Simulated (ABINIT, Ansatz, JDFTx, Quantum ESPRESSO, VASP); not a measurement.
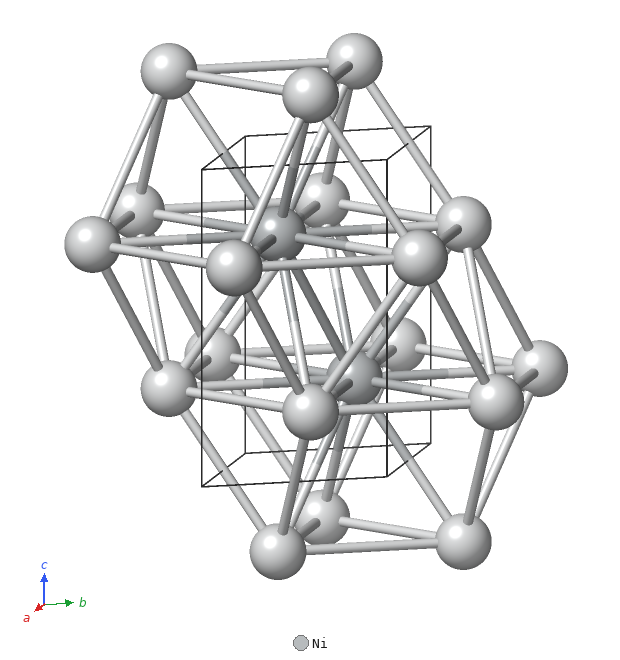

Ni, hexagonal close-packed (Mg type), space group P6₃/mmc (No. 194), a = 2.448 Å, b = 2.448 Å, c = 4.073 Å, α = 90.00°, β = 90.00°, γ = 120.00° (10.57 Å³/atom). View slightly off an axis, drawn as a ball-and-stick model. Lines trace the edges of the conventional unit cell. The bonded neighbours beyond the faces are included, in fainter colours. The cell is a structure listed in the Materials Project. This isn't the form of Ni at room conditions, which is fcc.

The cell was scaled uniformly, at fixed shape and fractional positions, in six programs or potential sets. Alike in all runs: functional PBE; k mesh 12 × 12 × 7 on the run's cell of 2 atoms; occupations fermi-dirac, width 0.05 eV; collinear spin, ferromagnetic start; no spin-orbit coupling.

Energies from VASP (PBE potentials, release 64 Ni):

| volume (Å³/atom) | E − E(lowest point) (meV/atom) |
| --- | --- |
| 9.935 | 65.83 |
| 10.146 | 39.19 |
| 10.357 | 20.05 |
| 10.569 | 7.61 |
| 10.780 | 1.14 |
| 10.992 | 0.00 |
| 11.203 | 3.65 |

Question: Fit a third-order Birch-Murnaghan equation of state to these points.

Answer: V0 = 10.93 Å³/atom, B0 = 193 GPa and B0′ = 4.8. V0 lies 3.4 % above the volume of the cell as given.

The same fit in all programs:

```tsv
program	V0 (Å³/atom)	B0 (GPa)	B0′
VASP (PBE potentials, release 64 Ni)	10.93	193	4.8
Ansatz (Ansatz PAW soft_1)	10.94	196	4.8
Quantum ESPRESSO (SSSP 1.3 efficiency)	10.94	197	4.8
JDFTx (PseudoDojo 0.5 standard)	?	?	?
Ansatz LAPW (all-electron)	10.94	196	4.8
ABINIT (JTH PAW PBE v2.0)	10.99	190	5.6
```

Question: Estimate the row of JDFTx (PseudoDojo 0.5 standard).

Answer: V0 = 10.95 Å³/atom, B0 = 195 GPa and B0′ = 4.8. The other rows span 10.93 to 10.99 Å³/atom and 190 to 197 GPa.

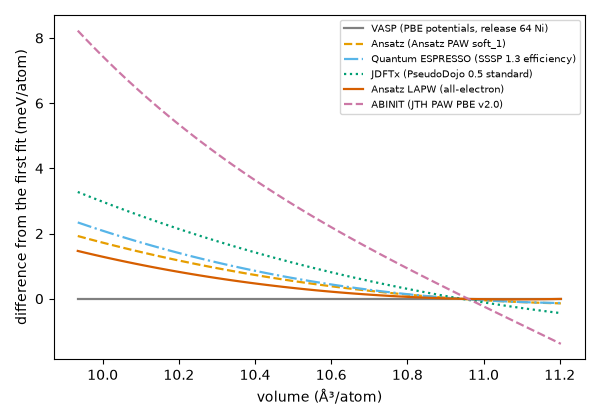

Each fitted curve, counted from its own minimum, less that of VASP (PBE potentials, release 64 Ni). With one functional throughout, the spread comes from potentials, basis sets and numerical settings; B0′ is uncertain by a few tenths over so narrow a range. That of ABINIT (JTH PAW PBE v2.0) lies further off, for reasons not traced. Each run keeps the magnetic state that it reached from a ferromagnetic start.

Caveat: the cell was scaled at fixed shape and fractional positions, which overstates the stiffness of a crystal with free parameters, most of all of layers and chains.
